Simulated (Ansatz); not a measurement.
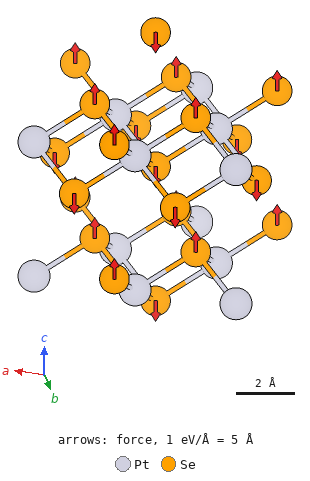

Starting geometry of crystalline PtSe2 (set up in P-3m1) with the computed forces as red arrows. A ball-and-stick model of the atoms within 5.8 Å of the atom that moves most (axes of the cell of the calculation), seen from a free direction.

Method: DFT LDA, scalar-relativistic, plane waves, PAW in Ansatz 0.2.0.

The input:
```yaml
crystal:
  lattice:
    - [3.7240006046, 0.0, 0.0]
    - [-1.8620003023, 3.2250791273, 0.0]
    - [0.0, 0.0, 5.062]
  atoms:
    - { symbol: Pt, position: [0.0, 0.0, 0.0] }
    - { symbol: Se, position: [0.3333333333, 0.6666666667, 0.25] }
    - { symbol: Se, position: [0.6666666667, 0.3333333333, 0.75] }
basis:
  ecutwfc: 420
kpoints:
  mp_grid: { grid: [12, 12, 8] }
hamiltonian:
  xc: lda
scf:
  occupations: { method: gaussian, width: 0.1 }
output:
  forces: true
  stress: true
  eigenvalues: true
  write_density: true
  write_potential: true
  elf: true
  volumetric_format: npy
relax:
  adjacent_minimum: "off"
  f_tol: 0.005
  max_steps: 80
  cell: { stress_tol: 0.05 }
```

Launched with:
```bash
ansatz run input.yaml --threads 1 --pin off --max-ram 3072MiB --backend cpu --events-out ev --progress --plain --runs-dir out
```

Q: Is this structure relaxed? If not, where do the atoms go?

A: It isn't relaxed: the largest force vector, on Se atoms, is 0.16 eV/Å. The atoms end up moving mostly along the starting forces (cosine between the two patterns 1.00). Over 5 accepted moves (7 points after the start) the energy falls by 31.1 meV per cell of the calculation. The largest force component goes from 0.16 to 0.00017 eV/Å. The pressure goes from −0.47 to 0.00 GPa. The line search rejected the trial step at point 3 of the run. The SCF was repeated once at an unchanged geometry on a basis and grid sized afresh for the cell, which shifted the energy by 0.7 meV per cell of the calculation at most. The largest moves relative to the cell, 0.069 Å, are those of Se2 and Se3. Se3 goes along −c. Pt stays in place. The volume changes by −5.0 %, with a = b 3.724 → 3.741 Å (+0.5 %), c 5.062 → 4.764 Å (−5.9 %). Near-neighbour distances that change, for instance: Pt1–Se2 2.495 → 2.501 Å. The space group stays P-3m1 (No. 164).
